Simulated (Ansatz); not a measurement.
# PtS$_{2}$: what the fields show

Input

```
crystal:
  lattice:
    - [-2.3468323584, 2.3468323584, 5.8339769241]
    - [2.3468323584, -2.3468323584, 5.8339769241]
    - [2.3468323584, 2.3468323584, -5.8339769241]
  atoms:
    - { symbol: Pt, position: [0.75, 0.25, 0.5] }
    - { symbol: Pt, position: [0.0, 0.0, 0.0] }
    - { symbol: S, position: [0.5499624776, 0.0499624776, 0.5] }
    - { symbol: S, position: [0.7999624776, 0.7999624776, 0.0] }
    - { symbol: S, position: [0.2000375224, 0.2000375224, 0.0] }
    - { symbol: S, position: [0.9500375224, 0.4500375224, 0.5] }
kpoints:
  mp_grid: { grid: [4, 4, 4] }
  band_path:
    path:
      - [0.0, 0.0, 0.0]
      - [0.0, 0.0, 0.5]
      - [0.25, 0.25, 0.25]
      - [0.0, 0.5, 0.0]
      - [0.5, 0.5, -0.5]
      - [0.2904552352, 0.7095447648, -0.2904552352]
      - [-0.2904552352, 0.2904552352, 0.2904552352]
      - [-0.0809104703, 0.0809104703, 0.5]
      - [0.5, 0.5, -0.0809104703]
      - [0.3114097117, 0.6885902883, -0.3114097117]
      - [0.25, 0.25, -0.25]
      - [0.0, 0.375, 0.0]
    npoints: 1
hamiltonian:
  xc: hse06
scf:
  occupations: { method: fermi_dirac, width: 0.02 }
  n_extra_bands: 5
output:
  forces: true
  stress: true
  eigenvalues: true
  write_density: true
  write_potential: true
  elf: true
  volumetric_format: npy
```

Below, planes, directions and counts refer to the conventional cell (a = 4.69 Å, b = 4.69 Å, c = 11.67 Å, α = 90.00°, β = 90.00°, γ = 90.00°).

Space group I4₁/amd; started from the anatase prototype, which need not be the ambient phase.

All numbers below come from Ansatz, DFT, HSE06, plane waves, PAW.

In a PAW calculation such maps are meaningful between the atoms, not at the nuclei.

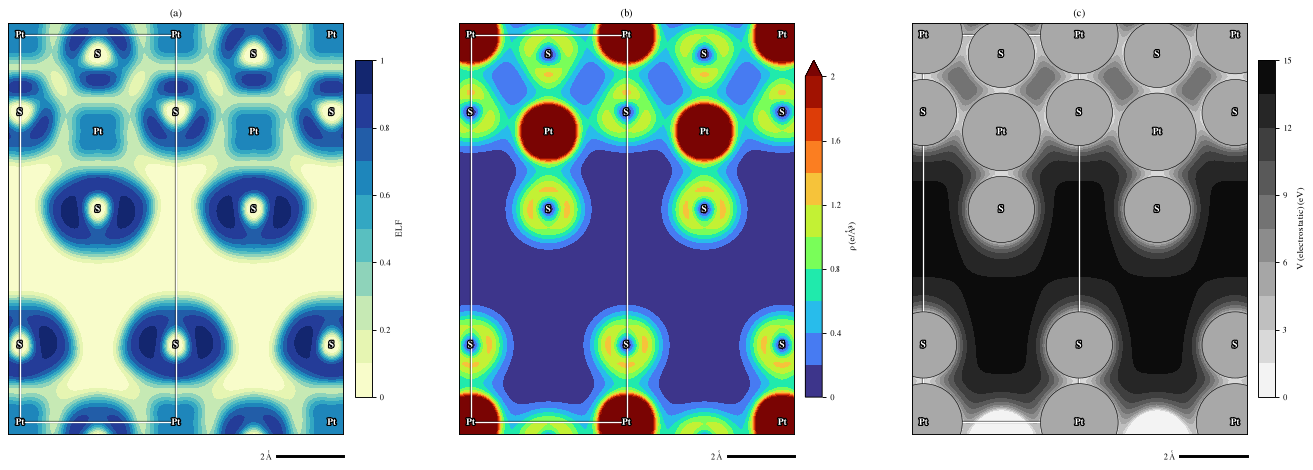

Figure 1. (a) electron localisation function; (b) valence electron density; (c) electrostatic potential energy of an electron on the (100) plane of the conventional cell. Grey discs cover the atomic cores in the potential map.

What do the fields say about this system?

The plane passes through Pt and S nuclei.
Pt–S (2.33 Å): ρ at the midpoint is about 0.74 e/Å³; the ELF peaks at about 0.85 in the valence shell of S, 0.8 Å from its nucleus, and is about 0.45 at the midpoint.
Pt–S (2.42 Å): the density is about 0.61 e/Å³ at the midpoint; the ELF peaks at about 0.80 in the valence shell of S, 0.8 Å from its nucleus, and is about 0.40 at the midpoint.
Between the atoms the lowest density in this plane is 0.009 e/Å³.
The features right at Pt lie inside the PAW spheres, where the map follows smoothed inner orbitals and isn't to be read closely.
Outside the cores the potential energy rises away from the atoms and is highest about 2.4 Å from the nearest atoms; its zero is arbitrary.

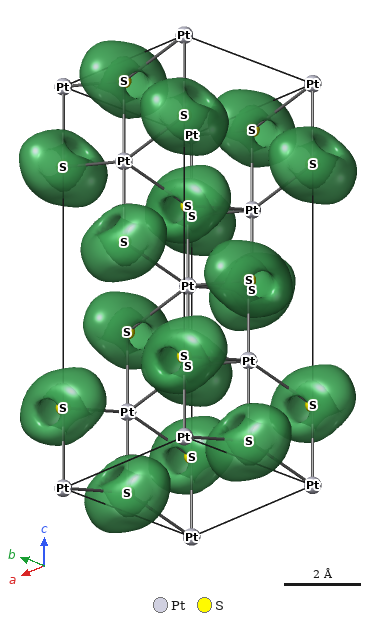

Figure 2. Isosurface of the ELF at 0.75 (green), seen at an oblique angle. Core shells and regions of very low density are left out. Sticks mark near contacts.

Describe the localisation domains.

At this value the surface marks out eight regions wrapped around S (the valence shell of each), counted in one cell of 12 atoms. Any copies at cell faces, edges or corners count once.
